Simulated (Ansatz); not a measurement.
Input structure:

```
W S
1.0
     4.99111    0.00000    0.00000
     0.00000    4.99111    0.00000
     0.00000    0.00000    4.88299
W S
1 4
Direct
  0.00000 0.00000 0.00000
  0.25594 0.25594 0.25314
  0.74406 0.25594 0.74686
  0.25594 0.74406 0.74686
  0.74406 0.74406 0.25314
```

**Characterise the structure given above.**

Formula: WS$_{4}$. Space group: P-42m (No. 111). Lattice: primitive tetragonal. Atoms per cell: 5 (1 W, 4 S). Around each W lie four S in a tetrahedral arrangement at 2.19 Å. S is linked to one W at 2.19 Å. The bonds build separate WS4 groups.

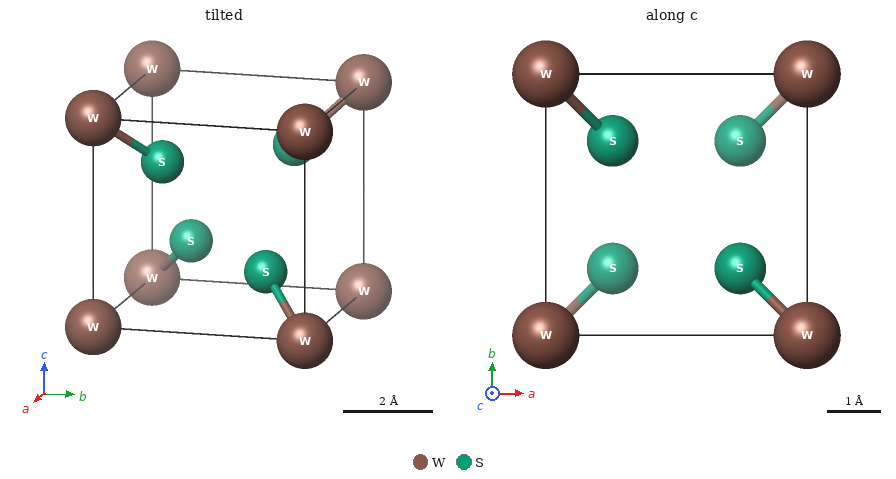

The crystal in a ball-and-stick representation, seen slightly off an axis and along the c axis. Atoms at the boundary of the conventional unit cell (the box) are drawn once for each face, edge or corner they touch. Colours: tungsten brown, sulfur teal.

Origin of the cell: a structure listed in the Materials Project. Relaxation method: DFT PBE+D3(BJ), scalar-relativistic, plane waves, PAW (Ansatz 0.2.0).
